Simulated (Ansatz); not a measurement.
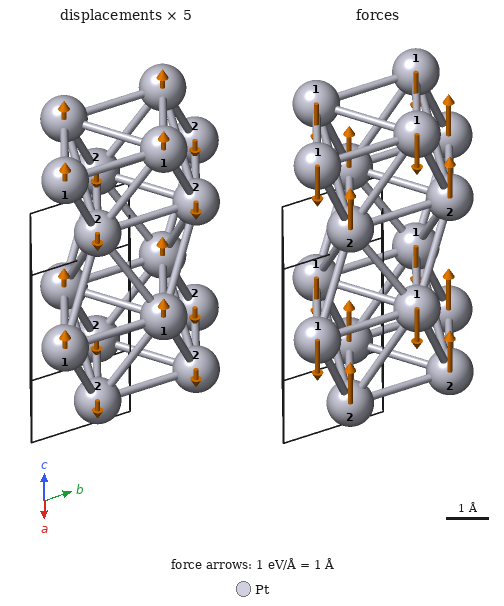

Left: a symmetric starting cell of Pt, with orange arrows for the displacements applied to it (without the part that the change of the cell carries along). Right: the displaced structure with the computed forces. Besides, the cell is strained by +4.0 % along c and +1.0 % across it (volume +6.2 %). Style: ball-and-stick. Shown: the cell of the calculation, repeated 2 × 2 × 2 with one cell outlined, from a free direction.

These are results of DFT PBEsol, scalar-relativistic, plane waves, PAW in Ansatz, not measurements. Set-up: plane-wave cutoff 420 eV; k-point mesh 18 × 18 × 10; occupations gaussian; smearing width 0.1 eV; no spin polarisation.

Where do the forces point?

Answer. Atoms are displaced by 0.10 Å relative to the cell: Pt1 0.10 Å along +c. No relaxation follows. The starting cell wasn't computed here and needn't be at equilibrium, so pressure and forces aren't due to the change alone. The pressure is −17.4 GPa (not all of it need come from the change, since the unchanged cell can be under pressure at this level too). The principal stresses (compression positive) are −16.0 GPa along c and −18.0 GPa across it. The largest forces, 1.2 eV/Å, act on Pt1 and Pt2; on Pt1 it points along −c. The forces point straight back along the displacements (cosine −1.00). Near-neighbour distances before and after: Pt–Pt 2.878 → 2.795 to 3.144 Å, Pt–Pt 2.761 → 2.789 Å. The space group (tolerance 0.01 Å) goes from P6_3/mmc (No. 194) to P-3m1 (No. 164).
